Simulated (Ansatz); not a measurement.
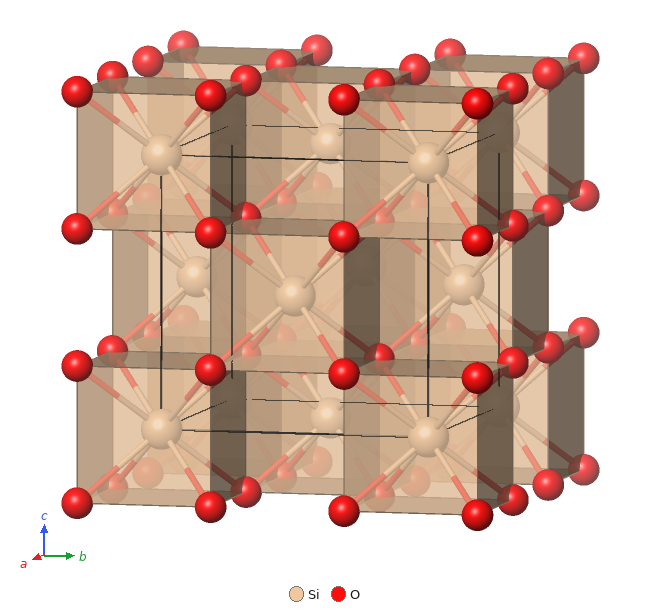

Structure drawing (polyhedral), viewed slightly off an axis. The edges of the conventional unit cell are marked. A few atoms beyond the faces are included.

SiO₂, fluorite (CaF₂ type), space group Fm-3m (No. 225), a = 4.397 Å, b = 4.397 Å, c = 4.397 Å, α = 90.00°, β = 90.00°, γ = 90.00°. The starting point was a structure type filled with these elements by a generator (whether the compound takes this form wasn't checked). The cell was then strained or its atoms displaced on purpose. It was run through Ansatz as a DFT input.

This one geometry was computed with Ansatz (DFT, plane waves, PAW) at three levels of theory: PBE, r2SCAN and HSE06. It was relaxed with r2SCAN and then strained.

> Which level gives the highest pressure at this volume, and what does that say about its equilibrium volume?

Highest: PBE (42.7 GPa), which points to the largest equilibrium volume. Lowest, with the smallest volume: HSE06 (28.2 GPa). Levels within 0.5 GPa of each other can't be told apart.

> How does the band gap change with the level of theory?

PBE: a gap of 2.16 eV, direct; r2SCAN: a gap of 2.82 eV, direct; HSE06: a gap of 3.71 eV, direct.

> Collect the results in a table.

| level | cutoff (eV) | k-mesh of the run's cell | gap (eV) | pressure (GPa) |
| --- | --- | --- | --- | --- |
| PBE | 420 | 10×10×10 | 2.16 | 42.7 |
| r2SCAN | 500 | 10×10×10 | 2.82 | 32.6 |
| HSE06 | 420 | 6×6×6 | 3.71 | 28.2 |

Gaps are taken on the k-mesh or band path of each run.
